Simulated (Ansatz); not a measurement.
## Two runs on Cu

System: Cu (Cmme, 2 atoms in the cell).
Method of run A: DFT PBEsol, scalar-relativistic, plane waves, PAW, no spin polarisation (Ansatz 0.2.0).

The structure derives from a Materials Project entry. Text and figures count atoms from 1; the logs count them from 0 in places.

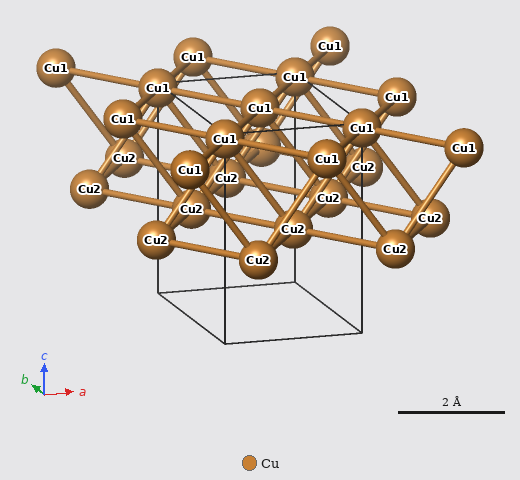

Figure 1. The structure (ball-and-stick view of the cell 2 times as large as that of the calculation, set on its symmetry axes, seen slightly off an axis; bonded neighbours outside the cell are drawn too; atoms are numbered from 1 in the order of the input). An atom can appear more than once, as a periodic image.

### Input file, run A
```yaml
crystal:
  lattice:
    - [-1.4450917219, 1.4450917219, 1.3600072129]
    - [1.4450917219, -1.4450917219, 1.3600072129]
    - [2.8901834438, 2.8901834438, 0.0]
  atoms:
    - { symbol: Cu, position: [0.0, 0.0, 0.0220192287] }
    - { symbol: Cu, position: [0.5, 0.5, 0.4779807713] }
basis:
  ecutwfc: 420
kpoints:
  mp_grid: { grid: [26, 26, 14] }
hamiltonian:
  xc: pbesol
scf:
  occupations: { method: gaussian, width: 0.15 }
output:
  forces: true
  stress: true
  eigenvalues: true
```

Command:
```bash
ansatz run input.yaml --threads 2 --pin off --max-ram 5120MiB --backend cpu --events-out ev --progress --plain --runs-dir out
```

Hardware: 2 threads of Intel Xeon @ 2.50GHz (Skylake/Cascade Lake), 189 GiB of memory available, shared host.

### Output, shortened to warnings, some set-up lines, iterations and results (run A)
```
Basis set: ecut = 420 eV, 451 PW (Γ), exchange–correlation on 36×36×60 points (8 copies of the dense FFT grid, shifted against one another)
Symmetry: 8 space group operations
k-points: 1464 of 9464
Initial density: superposition of atomic densities (neutral atoms: chi_scale 0, normalization atom), corrected by the library's trained network
[...]
SCF iter   1: F=—  HF=-13177.349641 eV  |F-HF|=—  |Δ(HF+E_count)|=         —  Δρ=2.16e-2  dr2=5.45e-2  ethr=1.77e-3  ⟨swp⟩=5.1  Hψ=124352  notcnv=0
SCF iter   2: F=—  HF=-13177.337993 eV  |F-HF|=—  |Δ(HF+E_count)|=   1.16e-2  Δρ=5.14e-3  dr2=3.47e-3  ethr=1.43e-4  ⟨swp⟩=2.3  Hψ=60477  notcnv=0  defer=33
SCF iter   3: F=—  HF=-13177.337270 eV  |F-HF|=—  |Δ(HF+E_count)|=   7.23e-4  Δρ=1.39e-3  dr2=2.56e-4  ethr=9.13e-6  ⟨swp⟩=1.1  Hψ=33722  notcnv=0  defer=35
SCF iter   4: F=—  HF=-13177.337177 eV  |F-HF|=—  |Δ(HF+E_count)|=   9.27e-5  Δρ=1.86e-4  dr2=2.49e-5  ethr=6.74e-7  ⟨swp⟩=2.3  Hψ=47775  notcnv=0  defer=35
SCF iter   5: F=—  HF=-13177.337166 eV  |F-HF|=—  |Δ(HF+E_count)|=   1.19e-5  Δρ=5.18e-5  dr2=1.21e-7  ethr=6.54e-8  ⟨swp⟩=2.0  Hψ=47792  notcnv=0  defer=35
SCF iter   6: F=-13177.337166 eV  HF=-13177.337166 eV  |F-HF|=2.09e-9  |Δ(HF+E_count)|=   3.81e-7  Δρ=6.65e-6  dr2=4.45e-9  ethr=2.63e-10  ⟨swp⟩=5.9  Hψ=155780  notcnv=0
SCF 1 converged in 6 iterations: F = -13177.337166 eV  dr2 = 4.45e-9
SCF converged after 6 iterations
Free energy (F): -13177.337166 eV
Harris-Foulkes:  -13177.337166 eV  (|F-HF|=2.09e-9)
Internal energy: -13177.329387 eV  (E = F + TS)
E sigma→0 (E₀):  -13177.333277 eV
Entropy (-TS):   -0.007779 eV (-3.889 meV/atom)
Fermi energy:    17.448820 eV
--- Per-component energies (eV) ---
  E_band       = -695.108647
  E_kinetic    = 601.664319
  E_local      = -8038.275850  (includes V_loc(G=0)·N_el)
  E_nonlocal   = 782.916616
  E_hartree    = 3544.086426
  E_xc         = -178.869370
  E_vxc        = -231.867663  (∫ρ·V_xc dr)
  E_paw        = -3252.090187  (= ΣΔE_a)
  E_vpaw       = -897.716803  (= ΣTr[D̂ρ^β])
  E_aug_tail   = 0.000472  (compensation charges beyond the density's cutoff)
  E_ewald      = -6637.174218
  E_core_change = 0.412404  (= ΣΔE_core)
  E_smearing   = -0.007779  (= −TS)
  E_closure    = -0.000000  (closes the sum)
  Σ components = -13177.337166   (vs F -13177.337166, Δ=0.00e0)
--- Forces (eV/Å), atoms counted from 1 ---
  atom   1  Cu    -1.09288444    -1.09288444     0.00000000
  atom   2  Cu     1.09288444     1.09288444     0.00000000
  max |Σ_I F_I| component: 2.22e-16 eV/Å
--- Stress (GPa, compression-positive) ---
        3.356401       2.487966      -0.000000
        2.487966       3.356401       0.000000
        0.000000      -0.000000       4.418122
  P = ⅓ Tr σ = 3.7103 GPa (37.103 kbar)
```

The input of run B differs as follows (lines with − go, lines with + come):
```diff
+  initial_density: { chi_scale: 0.0 }
```

Predict how the results change.

Both reach the same energy, so the change doesn't alter the result. The SCF takes 8 iterations against 6. The two runs start from different initial densities, which also moves the count.

### Output, shortened to warnings, some set-up lines, iterations and results (run B)
```
Basis set: ecut = 420 eV, 451 PW (Γ), exchange–correlation on 36×36×60 points (8 copies of the dense FFT grid, shifted against one another)
Symmetry: 8 space group operations
k-points: 1464 of 9464
Initial density: superposition of atomic densities (chi_scale 0, normalization cell)
[...]
SCF iter   1: F=—  HF=-13179.508009 eV  |F-HF|=—  |Δ(HF+E_count)|=         —  Δρ=2.85e-1  dr2=1.12e1  ethr=3.10e-3  ⟨swp⟩=4.7  Hψ=122110  notcnv=0
SCF iter   2: F=—  HF=-13177.886209 eV  |F-HF|=—  |Δ(HF+E_count)|=    1.62e0  Δρ=1.27e-1  dr2=2.50e0  ethr=3.10e-3  ⟨swp⟩=2.7  Hψ=68032  notcnv=0  defer=184
SCF iter   3: F=—  HF=-13177.359805 eV  |F-HF|=—  |Δ(HF+E_count)|=   5.26e-1  Δρ=2.83e-2  dr2=1.21e-1  ethr=3.10e-3  ⟨swp⟩=2.1  Hψ=51214  notcnv=0  defer=183
SCF iter   4: F=—  HF=-13177.335700 eV  |F-HF|=—  |Δ(HF+E_count)|=   2.41e-2  Δρ=2.01e-3  dr2=6.50e-4  ethr=3.18e-4  ⟨swp⟩=2.2  Hψ=53314  notcnv=0  defer=204
SCF iter   5: F=—  HF=-13177.337970 eV  |F-HF|=—  |Δ(HF+E_count)|=   2.27e-3  Δρ=1.94e-3  dr2=2.58e-3  ethr=1.71e-6  ⟨swp⟩=2.2  Hψ=62873  notcnv=0  defer=204
SCF iter   6: F=—  HF=-13177.337171 eV  |F-HF|=—  |Δ(HF+E_count)|=   7.99e-4  Δρ=1.93e-4  dr2=4.72e-6  ethr=1.71e-6  ⟨swp⟩=2.0  Hψ=49314  notcnv=0  defer=204
SCF iter   7: F=—  HF=-13177.337166 eV  |F-HF|=—  |Δ(HF+E_count)|=   5.24e-6  Δρ=3.28e-5  dr2=1.68e-7  ethr=1.24e-8  ⟨swp⟩=2.1  Hψ=51409  notcnv=0  defer=204
SCF iter   8: F=-13177.337166 eV  HF=-13177.337166 eV  |F-HF|=1.87e-10  |Δ(HF+E_count)|=   1.09e-7  Δρ=2.40e-6  dr2=8.49e-10  ethr=2.63e-10  ⟨swp⟩=5.9  Hψ=155995  notcnv=0
SCF 1 converged in 8 iterations: F = -13177.337166 eV  dr2 = 8.49e-10
SCF converged after 8 iterations
Free energy (F): -13177.337166 eV
Harris-Foulkes:  -13177.337166 eV  (|F-HF|=1.87e-10)
Internal energy: -13177.329387 eV  (E = F + TS)
E sigma→0 (E₀):  -13177.333277 eV
Entropy (-TS):   -0.007779 eV (-3.889 meV/atom)
Fermi energy:    17.448792 eV
--- Per-component energies (eV) ---
  E_band       = -695.109936
  E_kinetic    = 601.663947
  E_local      = -8038.282117  (includes V_loc(G=0)·N_el)
  E_nonlocal   = 782.917758
  E_hartree    = 3544.091727
  E_xc         = -178.869078
  E_vxc        = -231.867280  (∫ρ·V_xc dr)
  E_paw        = -3252.090283  (= ΣΔE_a)
  E_vpaw       = -897.729152  (= ΣTr[D̂ρ^β])
  E_aug_tail   = 0.000472  (compensation charges beyond the density's cutoff)
  E_ewald      = -6637.174218
  E_core_change = 0.412404  (= ΣΔE_core)
  E_smearing   = -0.007779  (= −TS)
  E_closure    = -0.000000  (closes the sum)
  Σ components = -13177.337166   (vs F -13177.337166, Δ=0.00e0)
--- Forces (eV/Å), atoms counted from 1 ---
  atom   1  Cu    -1.09287723    -1.09287723     0.00000000
  atom   2  Cu     1.09287723     1.09287723     0.00000000
  max |Σ_I F_I| component: 2.22e-16 eV/Å
--- Stress (GPa, compression-positive) ---
        3.356563       2.487968       0.000000
        2.487968       3.356563       0.000000
        0.000000       0.000000       4.418310
  P = ⅓ Tr σ = 3.7105 GPa (37.105 kbar)
```

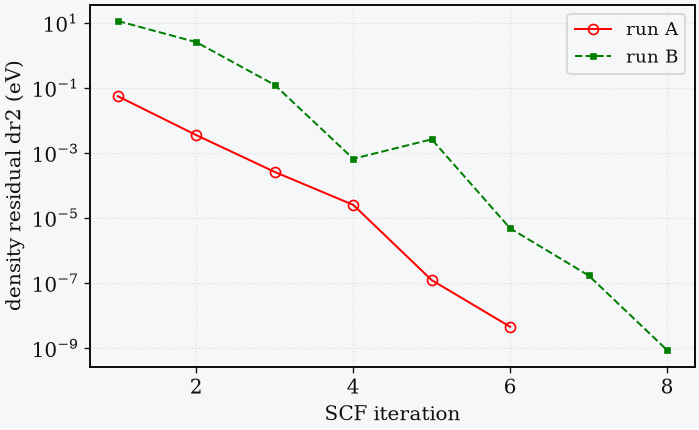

Figure 2. Convergence of the two runs: density residual dr2 against the SCF iteration. Run A takes 6 iterations in all, and run B takes 8.

### The two runs side by side

```csv
quantity,run A,run B
outcome,converged,converged
free energy per atom (eV),−6588.6686,−6588.6686
"energy per atom, smearing taken to zero (eV)",−6588.6666,−6588.6666
gap on the mesh (eV),0.00,0.00
pressure (GPa),3.71,3.71
largest force (eV/Å),1.546,1.546
SCF iterations,6,8
irreducible k-points,1464,1464
plane waves at Γ,451,451
wall time (shared host),36 s,48 s
```
